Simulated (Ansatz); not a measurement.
# HfSi₃₁: single-point calculation (part 2 of 2)

The same run, continued: HfSi₃₁ (defect cell, 32 atoms in the cell); DFT PBE, scalar-relativistic, plane waves, PAW, spin-polarised (Ansatz 0.2.0); cutoff 420 eV, 3×3×1 k-mesh, Gaussian smearing of 0.05 eV, collinear spins. The structure derives from an entry of the Crystallography Open Database.

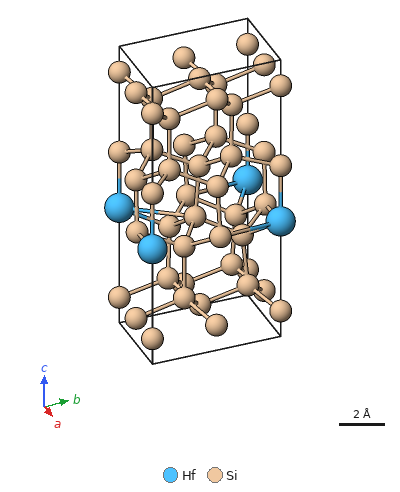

Fig. 1: The structure (ball-and-stick view of the cell of the calculation, seen slightly off an axis). An atom can appear more than once, as a periodic image.

### Output, continued
```
--- Forces (eV/Å), atoms counted from 1 ---
  atom   1  Hf     0.00112843    -0.00060909    -0.00402115
  atom   2  Si    -0.01865072     0.00865186    -0.00128964
  atom   3  Si     0.01608470     0.01140083    -0.00006538
  atom   4  Si     0.00111703    -0.02015461    -0.00130911
  atom   5  Si    -0.00032353    -0.00036237    -0.00410362
  atom   6  Si     0.00220469     0.00321241    -0.00178209
  atom   7  Si     0.00150842    -0.00419758    -0.00138355
  atom   8  Si    -0.00341827    -0.00018135    -0.00119736
  atom   9  Si     0.00090510     0.00049102     0.00346404
  atom  10  Si    -0.00696605    -0.00627038     0.00290999
  atom  11  Si    -0.00291123     0.00996817     0.00324537
  atom  12  Si     0.01077152    -0.00288432     0.00338613
  atom  13  Si     0.00036870     0.00008597     0.00355621
  atom  14  Si    -0.00566665    -0.00039257     0.00042992
  atom  15  Si     0.00124235     0.00664763     0.00111380
  atom  16  Si     0.00285085    -0.00480496     0.00171499
  atom  17  Si     0.00011264     0.01040452    -0.00092265
  atom  18  Si     0.00781244    -0.00599384    -0.00309358
  atom  19  Si    -0.00059159    -0.00024507     0.00825955
  atom  20  Si    -0.00849235    -0.00381240     0.00076264
  atom  21  Si     0.00128864    -0.00143743     0.00548472
  atom  22  Si     0.00054487     0.00089486     0.00051694
  atom  23  Si    -0.00027224     0.00004436     0.00498902
  atom  24  Si     0.00020142     0.00195202     0.00461982
  atom  25  Si    -0.00374995     0.00093435    -0.00167137
  atom  26  Si     0.00269687     0.00364803     0.00000763
  atom  27  Si    -0.00118329     0.00032187    -0.00456020
  atom  28  Si     0.00218317    -0.00520905    -0.00014465
  atom  29  Si     0.00689954     0.00303847    -0.00226167
  atom  30  Si    -0.00021114    -0.00021690    -0.00912843
  atom  31  Si    -0.00716377     0.00310546    -0.00448262
  atom  32  Si    -0.00032039    -0.00803048    -0.00306024
  max |Σ_I F_I| component: 1.65e-5 eV/Å
--- Band table (eV; the first three rows and the last of 10) ---
  k-point 0 ↑: bands = ["-54.9069", "-23.6570", "-23.6559", "-23.5690", "-5.2072", "-4.9055", "-4.8918", "-4.8839", "-4.8837", "-4.8541", "-4.8535", "-4.8445", "-4.4768", "-4.3155", "-2.9767", "-2.9601", "-2.9599", "-2.7474", "-2.4445", "-2.4442", "-2.4186", "-2.3097", "-2.3093", "-1.7109", "-1.1998", "-1.1996", "-1.0514", "-0.8600", "-0.8597", "-0.7698", "-0.3649", "-0.3647", "-0.1471", "0.1077", "0.4757", "0.4759", "0.5129", "0.7772", "0.7782", "2.2440", "2.6325", "2.7006", "2.7012", "2.9439", "3.2370", "3.2372", "3.2518", "3.7567", "4.0693", "4.1091", "4.1092", "4.5192", "4.5193", "4.5789", "4.5799", "4.6365", "4.7683", "4.9539", "4.9556", "4.9783", "5.1682", "5.1688", "5.5889", "5.5892", "5.6505", "5.7211", "5.8432", "5.8443", "6.0095", "6.0102", "6.3025", "6.3052", "6.5156", "6.7934", "6.7937", "7.2432", "7.2438", "7.5506", "7.5976", "7.5982", "7.7641", "7.9208", "7.9216", "8.0006", "8.3203", "8.3541", "8.3559", "8.4827", "8.4842", "8.5662", "8.6459", "8.9844", "9.1059", "9.1784", "9.1794", "9.4633", "9.4636", "9.5359", "9.8289", "9.8294", "9.8303", "10.1273", "10.2826", "10.2833", "10.5832", "10.5834", "10.6055", "10.9524"]
  k-point 1 ↑: bands = ["-54.9069", "-23.6570", "-23.6559", "-23.5690", "-4.9065", "-4.9001", "-4.8876", "-4.8838", "-4.8785", "-4.8541", "-4.8535", "-4.8325", "-4.1530", "-4.0536", "-3.8852", "-3.2360", "-3.1713", "-3.1126", "-2.9250", "-2.6064", "-2.4848", "-2.4380", "-2.3756", "-1.9034", "-1.4924", "-0.9822", "-0.8872", "-0.8162", "-0.5158", "-0.2572", "0.0837", "0.1029", "0.2911", "0.5818", "0.8082", "1.1001", "1.3301", "1.3714", "2.0745", "2.3421", "2.4884", "2.5533", "2.5880", "2.8041", "2.9945", "3.0491", "3.1974", "3.3150", "3.5305", "3.7219", "3.7621", "3.9065", "4.0900", "4.1792", "4.2465", "4.2906", "4.3525", "4.4074", "4.4557", "4.4846", "4.6575", "4.7916", "4.8673", "4.8839", "4.9728", "5.0043", "5.1867", "5.2896", "5.5723", "5.6609", "5.7833", "6.1331", "6.3071", "6.3969", "6.6997", "7.6161", "7.9090", "8.0139", "8.2064", "8.3066", "8.3449", "8.5346", "8.6587", "8.6942", "8.8757", "8.9178", "9.0642", "9.1894", "9.2460", "9.4244", "9.5507", "9.7151", "9.7842", "9.8224", "10.0065", "10.0404", "10.1437", "10.1750", "10.2392", "10.2679", "10.3677", "10.4403", "10.5154", "10.6377", "10.7078", "10.7405", "10.8214", "10.9636"]
  k-point 2 ↑: bands = ["-54.9069", "-23.6570", "-23.6559", "-23.5690", "-4.9065", "-4.9001", "-4.8876", "-4.8837", "-4.8786", "-4.8541", "-4.8535", "-4.8325", "-4.1530", "-4.0537", "-3.8850", "-3.2360", "-3.1712", "-3.1126", "-2.9252", "-2.6063", "-2.4846", "-2.4384", "-2.3757", "-1.9033", "-1.4923", "-0.9823", "-0.8869", "-0.8162", "-0.5158", "-0.2574", "0.0836", "0.1030", "0.2905", "0.5815", "0.8084", "1.1001", "1.3300", "1.3712", "2.0747", "2.3420", "2.4886", "2.5533", "2.5881", "2.8042", "2.9947", "3.0490", "3.1974", "3.3149", "3.5302", "3.7223", "3.7619", "3.9064", "4.0906", "4.1793", "4.2468", "4.2908", "4.3527", "4.4074", "4.4555", "4.4850", "4.6571", "4.7922", "4.8670", "4.8836", "4.9727", "5.0043", "5.1865", "5.2897", "5.5723", "5.6616", "5.7829", "6.1352", "6.3070", "6.3979", "6.6982", "7.6153", "7.9089", "8.0127", "8.2056", "8.3065", "8.3441", "8.5340", "8.6586", "8.6942", "8.8742", "8.9171", "9.0658", "9.1906", "9.2466", "9.4253", "9.5504", "9.7149", "9.7839", "9.8232", "10.0067", "10.0406", "10.1430", "10.1749", "10.2398", "10.2667", "10.3675", "10.4398", "10.5146", "10.6375", "10.7082", "10.7405", "10.8219", "10.9644"]
  k-point 4 ↓: bands = ["-54.9069", "-23.6570", "-23.6559", "-23.5690", "-4.9065", "-4.9001", "-4.8876", "-4.8838", "-4.8786", "-4.8542", "-4.8535", "-4.8325", "-4.1530", "-4.0535", "-3.8852", "-3.2360", "-3.1714", "-3.1126", "-2.9252", "-2.6065", "-2.4848", "-2.4379", "-2.3752", "-1.9034", "-1.4925", "-0.9822", "-0.8873", "-0.8161", "-0.5162", "-0.2571", "0.0834", "0.1030", "0.2909", "0.5822", "0.8080", "1.1002", "1.3304", "1.3713", "2.0743", "2.3422", "2.4882", "2.5534", "2.5881", "2.8043", "2.9946", "3.0490", "3.1970", "3.3149", "3.5309", "3.7220", "3.7619", "3.9065", "4.0904", "4.1794", "4.2465", "4.2907", "4.3528", "4.4069", "4.4560", "4.4845", "4.6573", "4.7923", "4.8669", "4.8838", "4.9726", "5.0047", "5.1861", "5.2897", "5.5721", "5.6612", "5.7834", "6.1330", "6.3075", "6.3974", "6.6989", "7.6161", "7.9094", "8.0133", "8.2063", "8.3065", "8.3443", "8.5352", "8.6588", "8.6940", "8.8736", "8.9169", "9.0656", "9.1908", "9.2458", "9.4251", "9.5506", "9.7154", "9.7833", "9.8235", "10.0066", "10.0402", "10.1432", "10.1754", "10.2397", "10.2670", "10.3674", "10.4410", "10.5158", "10.6374", "10.7073", "10.7409", "10.8225", "10.9633"]
--- Löwdin populations: 32 sites ---
  site symbol       q [e]    m [muB]
     0     Hf     25.3189     0.0000
     1     Si      3.9561    -0.0000
     2     Si      3.9563    -0.0000
     3     Si      3.9559    -0.0000
     4     Si      3.9691    -0.0000
     5     Si      3.9519     0.0000
     6     Si      3.9519     0.0000
     7     Si      3.9519    -0.0000
     8     Si      3.9454     0.0000
     9     Si      3.9520     0.0000
    10     Si      3.9520     0.0000
    11     Si      3.9519     0.0000
    12     Si      4.1841    -0.0000
    13     Si      3.9527     0.0000
    14     Si      3.9526     0.0000
    15     Si      3.9527     0.0000
    16     Si      4.1481     0.0000
    17     Si      4.1480     0.0000
    18     Si      3.9415     0.0000
    19     Si      4.1483     0.0000
    20     Si      3.9633     0.0000
    21     Si      3.9635    -0.0000
    22     Si      3.9633    -0.0000
    23     Si      3.9633     0.0000
    24     Si      3.9472    -0.0000
    25     Si      3.9472    -0.0000
    26     Si      3.9674    -0.0000
    27     Si      3.9472    -0.0000
    28     Si      3.9614    -0.0000
    29     Si      3.9611    -0.0000
    30     Si      3.9613    -0.0000
    31     Si      3.9614    -0.0000
  spilling = 0.008342 (of n_electrons = 150.000000)
--- Bader charges: 32 sites ---
  site symbol  charge [e]  shift [e]    m [muB]
     0     Hf      1.3969     0.0043     0.0000
     1     Si     -0.0611     0.0033     0.0000
     2     Si     -0.0618     0.0033     0.0000
     3     Si     -0.0610     0.0033     0.0000
     4     Si     -0.0094     0.0010     0.0000
     5     Si      0.0211     0.0026     0.0000
     6     Si      0.0211     0.0026     0.0000
     7     Si      0.0213     0.0026     0.0000
     8     Si      0.0249     0.0020     0.0000
     9     Si      0.0192     0.0017     0.0000
    10     Si      0.0192     0.0017     0.0000
    11     Si      0.0191     0.0017     0.0000
    12     Si     -0.3443     0.0089     0.0000
    13     Si      0.0280     0.0034     0.0000
    14     Si      0.0280     0.0034     0.0000
    15     Si      0.0280     0.0034     0.0000
    16     Si     -0.3254     0.0009     0.0000
    17     Si     -0.3251     0.0009     0.0000
    18     Si      0.0437     0.0014     0.0000
    19     Si     -0.3269     0.0007     0.0000
    20     Si     -0.0076     0.0015     0.0000
    21     Si     -0.0113     0.0021     0.0000
    22     Si     -0.0077     0.0015     0.0000
    23     Si     -0.0077     0.0015     0.0000
    24     Si     -0.0013     0.0018     0.0000
    25     Si     -0.0014     0.0018     0.0000
    26     Si     -0.0123     0.0017     0.0000
    27     Si     -0.0012     0.0018     0.0000
    28     Si     -0.0361     0.0060     0.0000
    29     Si      0.0024     0.0003     0.0000
    30     Si     -0.0356     0.0059     0.0000
    31     Si     -0.0357     0.0059     0.0000
  estimated error of the sums over rays = 7.5e-4 e
```

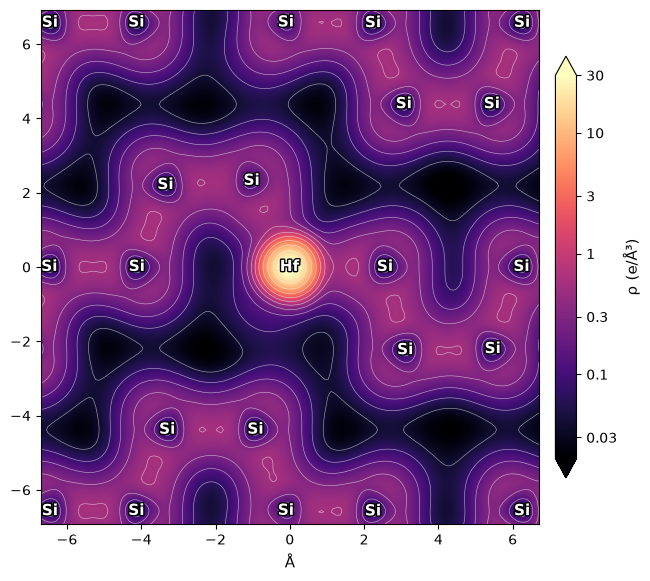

Fig. 2: Valence electron density on the (110) plane of the calculation cell. Si–Si (2.31 Å): ρ is about 0.58 e/Å³ halfway, a local maximum along the line. Hf–Si (2.56 Å): ρ is about 0.52 e/Å³ halfway. Si–Si (2.35 Å): ρ is about 0.57 e/Å³ halfway, a local maximum along the line. Away from the nuclei the density in this plane falls to 0.02 e/Å³ at its lowest. In a PAW calculation such maps are meaningful between the atoms, not at the nuclei.

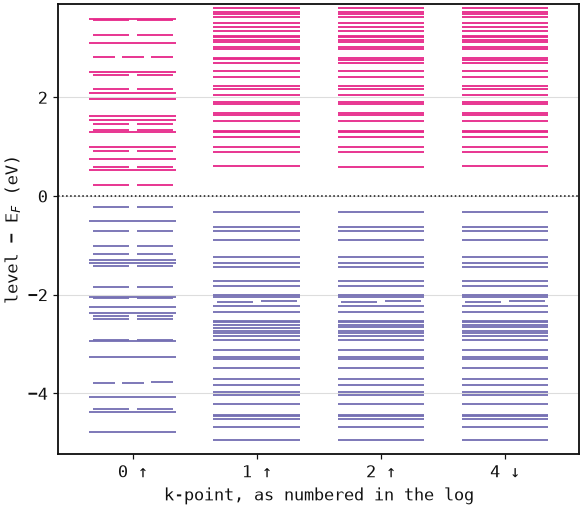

Fig. 3: Kohn–Sham levels near the Fermi level (dotted) at the few k-points that the log prints; levels within 0.02 eV of each other stand side by side. Among these points the highest filled and lowest empty levels are 0.45 eV apart, which is the gap on the mesh.
